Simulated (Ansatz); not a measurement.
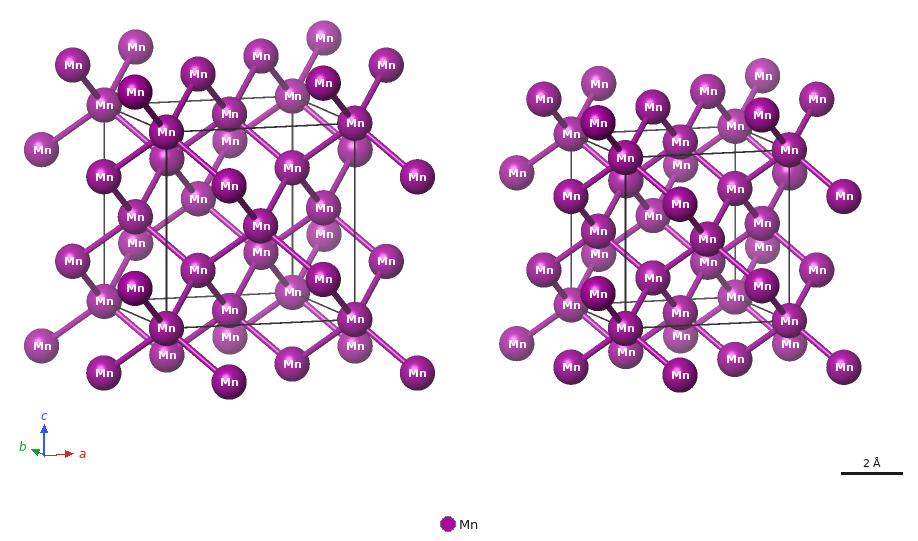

Two geometries of solid Mn (a generated structure, set up in Fd-3m), drawn at one scale. One is the start of a relaxation, the other its converged end. The picture is a ball-and-stick view of the conventional cell (4 times the calculation's cell), seen slightly off an axis. Lengths and directions refer to the drawn axes.

These are results of DFT PBEsol, scalar-relativistic, plane waves, PAW in Ansatz, not measurements. Set-up: plane-wave cutoff 420 eV; k-point mesh 12 × 12 × 12; occupations gaussian; smearing width 0.1 eV; collinear spin; cell and atoms relaxed; force threshold 0.01 eV/Å; at most 60 steps.

**Which geometry has the lower energy?**

The right one is the relaxed one. Case: Sn → Mn on all its sites, cell and atoms relaxed. No atom moves by more than 0.005 Å relative to the cell. The drawn cell changes as follows: a = b = c 6.541 → 5.693 Å (−13.0 %); the volume changes by −34.1 %. Some distances before and after: Mn–Mn 2.832 → 2.465 Å. The space group stays Fd-3m (No. 227). Over 5 accepted moves (6 points after the start) the energy falls by 200 meV per atom. All forces vanish by symmetry, so only the cell relaxes. The pressure goes from −4.10 to −0.06 GPa. The SCF was repeated once at an unchanged geometry on a basis and grid sized afresh for the cell, which shifted the energy by 1.7 meV per atom at most. The run may lie on a higher electronic state than the lowest, so the end point isn't shown to be the ground-state structure. The run took 2.9 min on 1 thread of Arm Neoverse N1 (shared host), peak memory 0.47 GiB.
